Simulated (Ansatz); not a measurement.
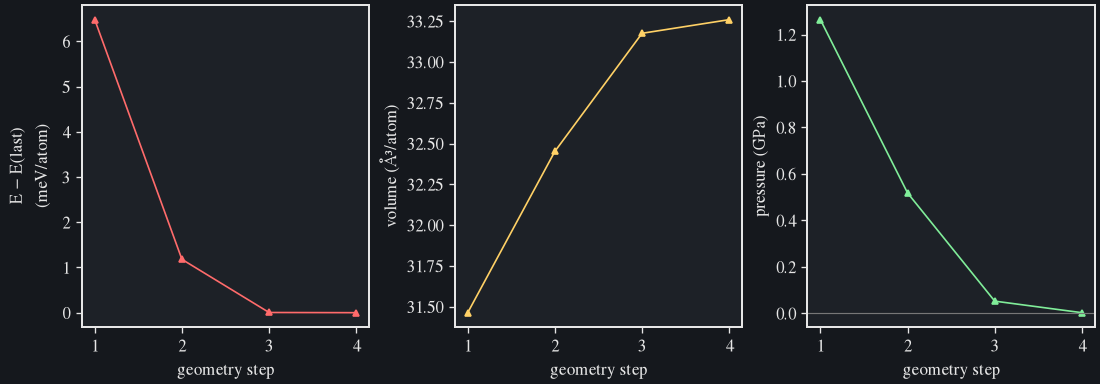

History of a geometry optimisation. Atoms and cell relax. A closing SCF on a freshly chosen basis isn't drawn.

```
crystal:
  lattice:
    - [3.977518, 0.0, 0.0]
    - [0.0, 3.977518, 0.0]
    - [0.0, 0.0, 3.977518]
  atoms:
    - { symbol: Tl, position: [0.0, 0.0, 0.0] }
    - { symbol: Br, position: [0.5, 0.5, 0.5] }
  symmetry: { tolerance: 0.0003 }
kpoints:
  mp_grid: { grid: [5, 5, 5], shift: [0, 0, 0] }
magnetization:
  spin_polarized: false
scf:
  occupations: { method: fermi_dirac }
  initial_density: { chi_scale: 0.1 }
hamiltonian:
  pseudopotentials: { kind: paw }
  xc: pbe
basis:
  ecutwfc: "33.1 Ry"
output:
  forces: true
  stress: true
  eigenvalues: true
relax:
  max_steps: 40
  cell: {}
```

Launched with:
```bash
ansatz run input.yaml --threads 1 --pin off --max-ram 2560MiB --backend cpu --events-out ev --progress --plain --runs-dir out
```

### How did it end, and what did it gain?

The optimisation met its thresholds at geometry 4, counting the start as the first. The energy fell by about 6.5 meV/atom from the first step to the last. All forces vanish by symmetry, so only the cell moves.

### What happens to the cell?

The volume grows from 31.5 to 33.3 Å³ per atom (+6 %), as the pressure goes from 1.3 GPa to about 0 GPa. The start was compressed.
